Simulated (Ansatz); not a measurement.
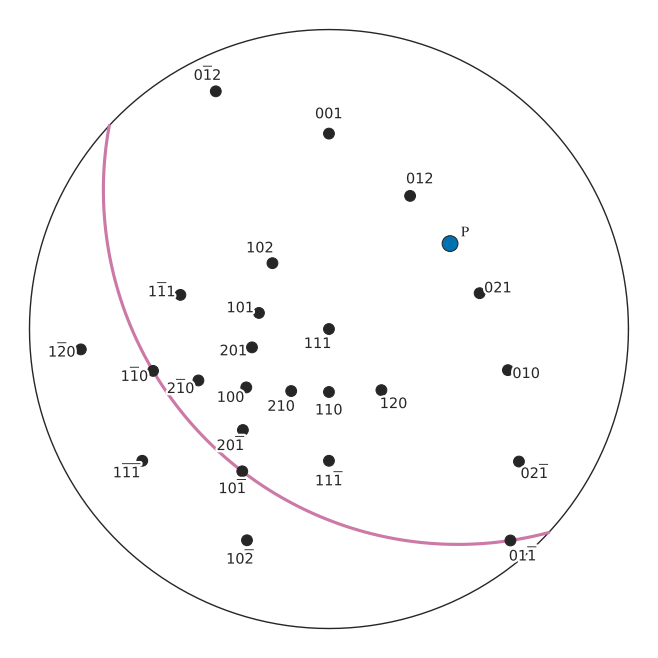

Crystal: Cd, the end point of a relaxation with DFT PBE, scalar-relativistic, plane waves, PAW (Ansatz). Stereographic projection of plane normals (upper hemisphere) centred on (1 1 1). The drawing is computed from the coordinates (standard cell, symmetry found to 0.002 Å).

a = 2.987 Å, b = 5.234 Å, c = 5.897 Å, α = 90.00°, β = 90.00°, γ = 90.00°.

### Index the pole marked P.

P is (0 1 1), 52.7° from the centre.

### Which zone does the coloured great circle trace?

The zone [1 1 1]: its poles satisfy h + k + l = 0.

### What is the angle between the normals of (1 1 1) and (1 0 −1), and what are their d_hkl = 1/|g|?

58.2°; d = 2.375 Å and 2.665 Å.
